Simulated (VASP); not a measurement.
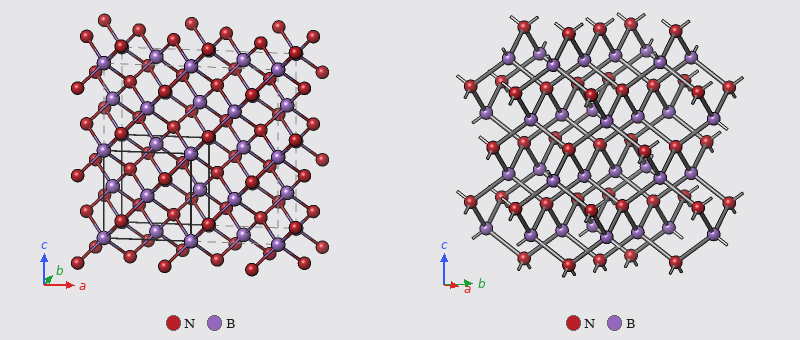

Left: the structure. Right: its underlying net. Nodes are coloured by element. Short stubs are edges that leave the cut-out.

BN (space group F-43m, No. 216). Coordinates: coordinates from a relaxation with VASP, VASP Kohn-Sham DFT of a periodic cell, PBE-EpsX, VASP PAW PBE potentials, recommended.

Bonds are taken as B–N below 1.8 Å; no other contact counts. Simplification: prune 0- and 1-connected atoms, fold 2-connected ones into links.

The result is a uninodal 4-connected, three-periodic net: N and B are 4-connected nodes. It is the dia net, known from diamond, zinc blende and cristobalite. It is a single net, without interpenetration.

```csv
node,links,point symbol,coordination sequence
N and B,4,6⁶,4 12 24 42 64 92
```
